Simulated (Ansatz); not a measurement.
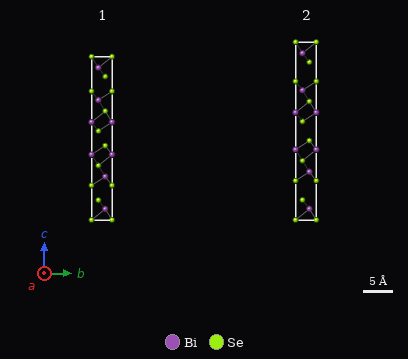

Two geometries of solid Bi₂Se₃ (set up in R-3m), drawn at one scale. One is the start of a relaxation, the other its converged end. The picture is a ball-and-stick view of the conventional cell (3 times the calculation's cell), seen along the a axis. Lengths and directions refer to the drawn axes.

Method: Kohn-Sham DFT of a periodic cell, PBE, Ansatz PAW (Ansatz 0.2.0). Set-up: plane-wave cutoff 420 eV; k-point mesh 8 × 8 × 8; occupations fermi-dirac; smearing width 0.05 eV; no spin polarisation; cell and atoms relaxed; force threshold 0.01 eV/Å; at most 40 steps.

Q: Which one is relaxed?

A: Structure 2 is the relaxed one. The run lets cell and atoms move. After 7 accepted moves (8 points after the start) the energy has fallen by 16.0 meV per atom. The largest force component goes from 0.16 to 0.00056 eV/Å. The pressure goes from 2.55 to 0.00 GPa. At 1 point the geometry stayed and the basis and grid were re-selected for the new cell (energy shift of 0.4 meV per atom at most each time). The largest moves relative to the cell, 0.28 Å, are those of Se atoms. Largest moves by element: Se 0.28 Å, Bi 0.15 Å. The volume changes by +11.4 %, with a = b 4.143 → 4.191 Å (+1.1 %), c 28.636 → 31.190 Å (+8.9 %). Near-neighbour distances that change, for instance: Bi–Se 3.075 → 3.107 Å, Bi–Se 2.851 → 2.880 Å. The space group stays R-3m (No. 166). Cost: 110 s on 2 threads of Arm Neoverse V2, on a shared host, peak memory 0.66 GiB.

Limits of the set-up: layers or molecules are held without a dispersion correction, so their spacing is unreliable.
